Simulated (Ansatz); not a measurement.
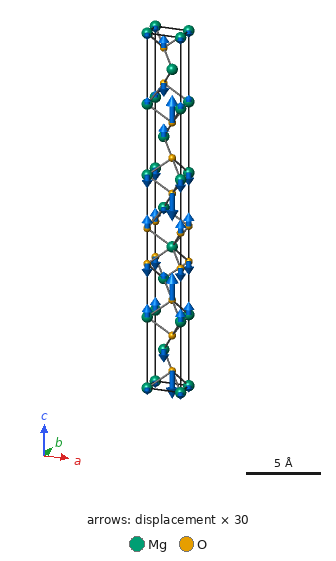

This is a relaxation of crystalline MgO (a generated structure, set up in P6_3/mmc). The starting structure is drawn; blue arrows show the displacements (the part carried along by the change of the cell is left out), 30 times their true length.

A ball-and-stick model of the cell of the calculation, seen slightly off an axis.

Case: stacking ABABCBABAC.

Method: DFT PBEsol, scalar-relativistic, plane waves, PAW in Ansatz. (plane-wave cutoff 420 eV; k-point mesh 12 × 12 × 2; occupations gaussian; smearing width 0.02 eV; no spin polarisation; cell and atoms relaxed; force threshold 0.01 eV/Å; at most 45 steps)

### Which element moves most?

Oxygen: up to 0.064 Å, against 0.030 Å for magnesium.

### Describe the change and its energy.

After 5 accepted moves (7 points after the start) the energy has fallen by 34.0 meV per atom. Largest force component: 1.2 eV/Å at the start, 0.0035 eV/Å at the end. Pressure: 4.21 GPa at the start and −0.03 GPa at the end. The SCF was repeated twice at an unchanged geometry on a basis and grid sized afresh for the cell, which shifted the energy by 1.4 meV per atom at most. The largest moves relative to the cell, 0.064 Å, are those of O atoms. Largest moves by element: O 0.064 Å, Mg 0.030 Å. The drawn cell changes as follows: a = b 2.980 → 2.951 Å (−1.0 %), c 24.331 → 25.300 Å (+4.0 %); the volume changes by +2.0 %. Among the contacts that change: Mg–O 2.107 → 2.142 Å, Mg–O 2.107 → 2.094 Å. Bond angles that change, for instance: O–Mg–O 70.5° → 74.5°, Mg–O–Mg 90.0° → 87.1°, O–Mg–O 90.0° → 87.2°. The space group stays P6_3/mmc (No. 194). The run took 14 min on 1 thread of AMD EPYC (Zen 3), on a shared host, peak memory 0.79 GiB.
